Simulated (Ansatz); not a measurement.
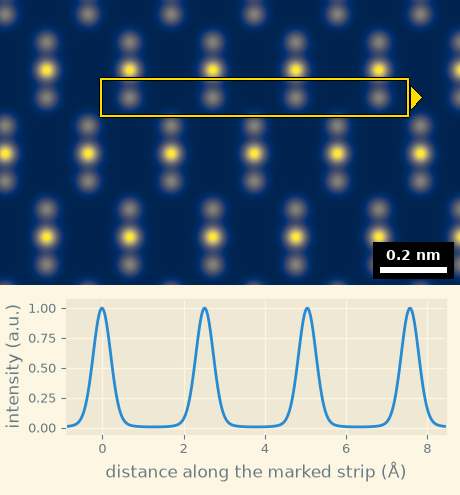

Dark-field STEM-like image of Ta (P6_3/mmc, No. 194) along [201]. The image is simulated as a sum over atoms of Z^1.7, blurred by a 0.50 Å probe (no channelling). The probe carries 15 % of its weight in a tail 2.5 times as wide. Atomic positions: coordinates from a relaxation with Ansatz, DFT, r2SCAN, plane waves (500 eV) with PAW, scalar-relativistic; the starting structure was generated, so it need not be a known form of this composition.

```cif
data_structure
_symmetry_space_group_name_H-M 'P6_3/mmc'
_symmetry_Int_Tables_number 194
_cell_length_a 2.9331
_cell_length_b 2.9331
_cell_length_c 9.9717
_cell_angle_alpha 90.000
_cell_angle_beta 90.000
_cell_angle_gamma 120.000
_cell_volume 74.29
loop_
_atom_site_label
_atom_site_type_symbol
_atom_site_symmetry_multiplicity
_atom_site_Wyckoff_symbol
_atom_site_fract_x
_atom_site_fract_y
_atom_site_fract_z
_atom_site_occupancy
Ta1 Ta 2 a 0.00000 0.00000 0.00000 1
Ta2 Ta 2 c 0.33333 0.66667 0.25000 1
```

The curve is the intensity along the marked strip, in the direction of its arrowhead, with zero distance at the first column. Brightness is counted from the darkest point of the image.

### List the columns that the line crosses, with their positions.

```csv
position (Å),atoms per repeat along the beam,height (% of the highest)
0.0,1 Ta,100
2.5,1 Ta,100
5.1,1 Ta,100
7.6,1 Ta,100
```
